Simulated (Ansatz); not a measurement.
**Sb: 7 runs along one coordinate**

System: Sb (R-3m, 2 atoms in the cell).
Method: Kohn-Sham DFT of a periodic cell, rPW86-PBE with rVV10, Ansatz PAW, no spin polarisation (Ansatz 0.2.0).

The 7 runs differ only in the geometry, by an even scaling of the cell at fixed fractional positions. The structure derives from an entry of the Crystallography Open Database.

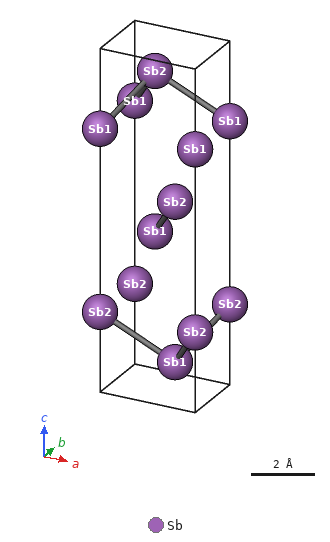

Figure 1. The structure of run 4 (ball-and-stick view of the cell 3 times as large as that of the calculation, set on its symmetry axes, seen slightly off an axis; atoms are numbered from 1 in the order of the input).

### Input of run 4
```yaml
crystal:
  lattice:
    - [2.1542, 1.2437279499, 3.758]
    - [-2.1542, 1.2437279499, 3.758]
    - [0.0, -2.4874558998, 3.758]
  atoms:
    - { symbol: Sb, position: [0.76651, 0.76651, 0.76651] }
    - { symbol: Sb, position: [0.23349, 0.23349, 0.23349] }
hamiltonian:
  xc: { exchange: rpw86, correlation: pbe }
  pseudopotentials: { kind: paw }
  dispersion: rvv10
kpoints:
  mp_grid: { grid: [8, 8, 8] }
scf:
  occupations: { method: fermi_dirac, width: 0.05 }
output:
  forces: true
  stress: true
  eigenvalues: true
```

Command:
```bash
ansatz run input.yaml --threads 2 --pin off --max-ram 5120MiB --backend cpu --events-out ev --progress --plain --runs-dir out
```

Run 2 differs from it as follows:
```diff
-    - [2.1542, 1.2437279499, 3.758]
-    - [-2.1542, 1.2437279499, 3.758]
-    - [0.0, -2.4874558998, 3.758]
+    - [2.1250856202, 1.2269187549, 3.7072099901]
+    - [-2.1250856202, 1.2269187549, 3.7072099901]
+    - [0.0, -2.4538375098, 3.7072099901]
```

### Results, with one run withheld

| run | volume per atom (Å³) | free energy per atom, from the lowest run given (meV) | pressure (GPa) |
| --- | --- | --- | --- |
| 1 | 28.393 | 107.16 | 9.30 |
| 2 | 28.998 | ? | ? |
| 3 | 29.602 | 50.12 | 5.95 |
| 4 | 30.206 | 30.41 | 4.53 |
| 5 | 30.810 | 15.80 | 3.24 |
| 6 | 31.414 | 5.81 | 2.08 |
| 7 | 32.018 | 0.00 | 1.02 |

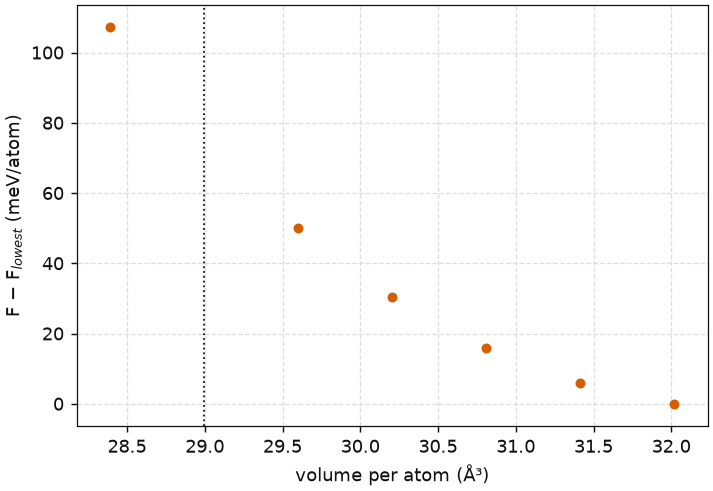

Figure 2. Free energy per atom of the runs given; the dotted line marks run 2.

Fit the runs given and predict run 2.

A cubic polynomial in V^(−2/3) (the Birch–Murnaghan form), fitted to the 6 runs given, misses them by under 0.01 meV per atom. With x = V^(−2/3) − 0.10274 Å⁻², it reads F = 26.057 + 11553 x + 1.1973e+06 x² + 1.9685e+06 x³ (meV per atom). At run 2 it gives 75.48 meV per atom, and the run itself gives 75.49. The slope of the fit gives a pressure −dF/dV of 7.53 GPa there, and the run prints 7.53 GPa. The fit has no minimum inside this range.

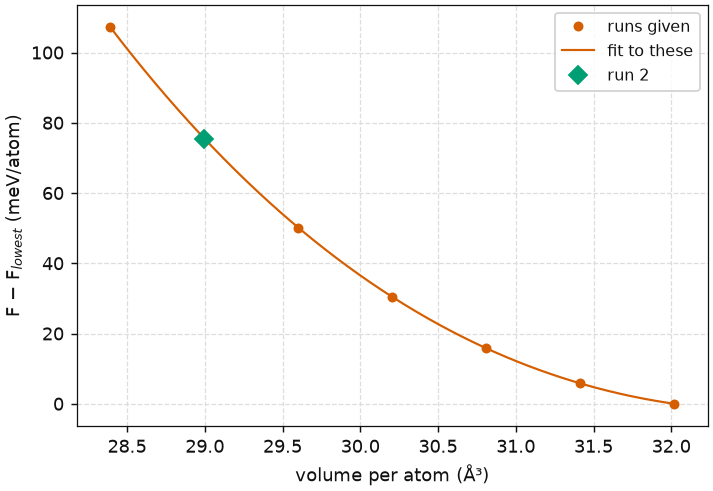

Figure 3. The fit and the withheld run.

### Output, shortened to warnings, some set-up lines, iterations and results (run 2)
```
Basis set: ecut = 420 eV, 1141 PW (Γ), exchange–correlation on 72×72×72 points (8 copies of the dense FFT grid, shifted against one another)
Symmetry: 12 space group operations
k-points: 65 of 512
Initial density: superposition of atomic densities (neutral atoms: chi_scale 0, normalization atom), corrected by the library's trained network
[...]
SCF iter   1: F=—  HF=-13059.896822 eV  |F-HF|=—  |Δ(HF+E_count)|=         —  Δρ=4.35e-3  dr2=6.53e-3  ethr=1.77e-3  ⟨swp⟩=6.3  Hψ=6487  notcnv=0
SCF iter   2: F=—  HF=-13059.892536 eV  |F-HF|=—  |Δ(HF+E_count)|=   4.29e-3  Δρ=2.66e-3  dr2=2.40e-3  ethr=2.18e-5  ⟨swp⟩=1.7  Hψ=1885  notcnv=0
SCF iter   3: F=—  HF=-13059.891714 eV  |F-HF|=—  |Δ(HF+E_count)|=   8.22e-4  Δρ=8.00e-4  dr2=3.17e-4  ethr=8.01e-6  ⟨swp⟩=2.0  Hψ=1918  notcnv=0
SCF iter   4: F=—  HF=-13059.891564 eV  |F-HF|=—  |Δ(HF+E_count)|=   1.49e-4  Δρ=2.82e-4  dr2=7.82e-5  ethr=1.06e-6  ⟨swp⟩=2.0  Hψ=2065  notcnv=0
SCF iter   5: F=—  HF=-13059.891538 eV  |F-HF|=—  |Δ(HF+E_count)|=   2.63e-5  Δρ=5.40e-5  dr2=3.02e-6  ethr=2.61e-7  ⟨swp⟩=3.0  Hψ=2233  notcnv=0
SCF iter   6: F=—  HF=-13059.891538 eV  |F-HF|=—  |Δ(HF+E_count)|=   4.64e-7  Δρ=1.50e-5  dr2=1.54e-7  ethr=1.01e-8  ⟨swp⟩=2.0  Hψ=1552  notcnv=0
SCF iter   7: F=-13059.891538 eV  HF=-13059.891538 eV  |F-HF|=3.85e-8  |Δ(HF+E_count)|=   4.01e-8  Δρ=9.81e-6  dr2=4.00e-8  ethr=3.33e-10  ⟨swp⟩=5.9  Hψ=5297  notcnv=0
SCF 1 converged in 7 iterations: F = -13059.891538 eV  dr2 = 4.00e-8
SCF converged after 7 iterations
Free energy (F): -13059.891538 eV
Harris-Foulkes:  -13059.891538 eV  (|F-HF|=3.85e-8)
Internal energy: -13059.888448 eV  (E = F + TS)
E sigma→0 (E₀):  -13059.889993 eV
Entropy (-TS):   -0.003090 eV (-1.545 meV/atom)
Fermi energy:    10.942996 eV
--- Per-component energies (eV) ---
  E_band       = -317.559041
  E_kinetic    = 417.372294
  E_local      = -3122.644939  (includes V_loc(G=0)·N_el)
  E_nonlocal   = 714.203921
  E_hartree    = 1425.443366
  E_xc         = -271.167550
  E_vxc        = -191.716216  (∫ρ·V_xc dr)
  E_paw        = -9247.609076  (= ΣΔE_a)
  E_vpaw       = -985.674098  (= ΣTr[D̂ρ^β])
  E_aug_tail   = -0.000003  (compensation charges beyond the density's cutoff)
  E_ewald      = -2975.078748
  E_core_change = -0.407714  (= ΣΔE_core)
  E_smearing   = -0.003090  (= −TS)
  E_closure    = -0.000000  (closes the sum)
  Σ components = -13059.891538   (vs F -13059.891538, Δ=0.00e0)
--- Forces (eV/Å), atoms counted from 1 ---
  atom   1  Sb     0.00000000    -0.00000000    -0.43326617
  atom   2  Sb     0.00000000    -0.00000000     0.43326617
  max |Σ_I F_I| component: 1.11e-16 eV/Å
--- Stress (GPa, compression-positive) ---
        7.920757       0.000000       0.000000
       -0.000000       7.920757       0.000000
        0.000000       0.000000       6.759438
  P = ⅓ Tr σ = 7.5337 GPa (75.337 kbar)
```

Notes: Points of doubt noted for this run: forces on files of another functional.
